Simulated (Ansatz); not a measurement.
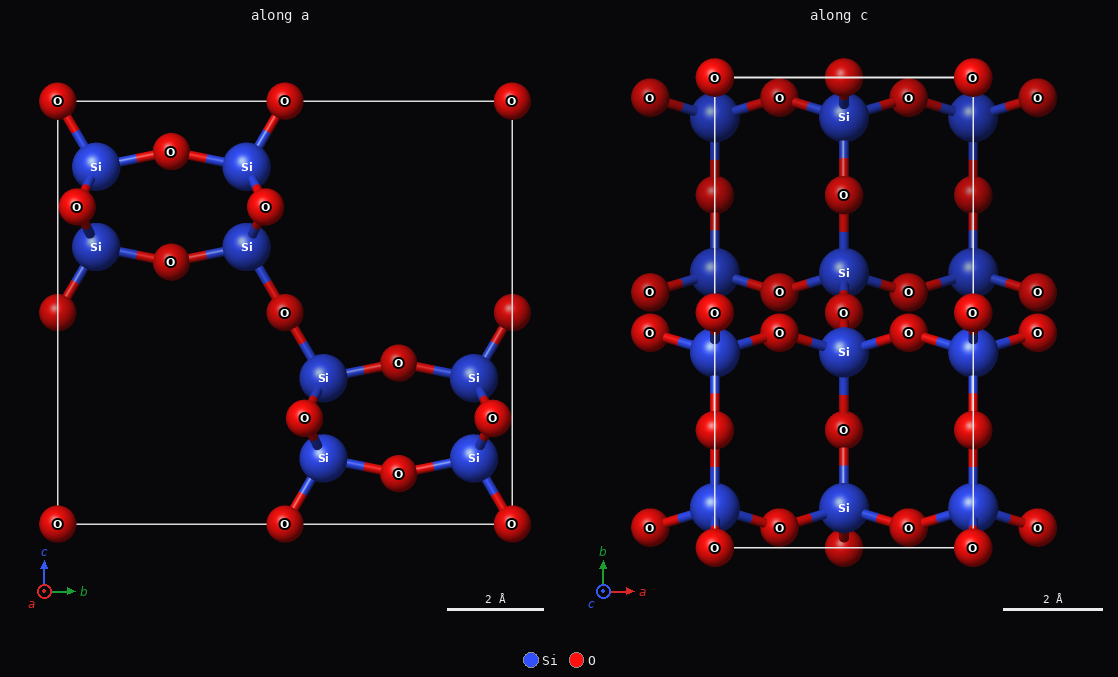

Crystal structure, ball-and-stick style, seen along the a axis and along the c axis. The edges of the conventional unit cell are marked. A few atoms beyond the faces are included.

SiO₂, space group Imma (No. 74), a = 5.25 Å, b = 9.55 Å, c = 8.88 Å, α = 90.00°, β = 90.00°, γ = 90.00°.

Electronic-structure method: DFT r2SCAN, scalar-relativistic, plane waves, PAW in Ansatz 0.2.0. Parameters: plane waves up to 500 eV, k-points about 0.23 Å⁻¹ apart, Gaussian smearing of 0.02 eV, no spin polarisation.

> Is it conducting or gapped at this level?

An insulator at this level, with a gap of 6.18 eV on the k-mesh (the true edges may lie between mesh points, so the gap can be somewhat smaller).

It goes back to a structure listed in the Materials Project. The picture shows the end point of a geometry optimisation with DFT r2SCAN, scalar-relativistic, plane waves, PAW in Ansatz.
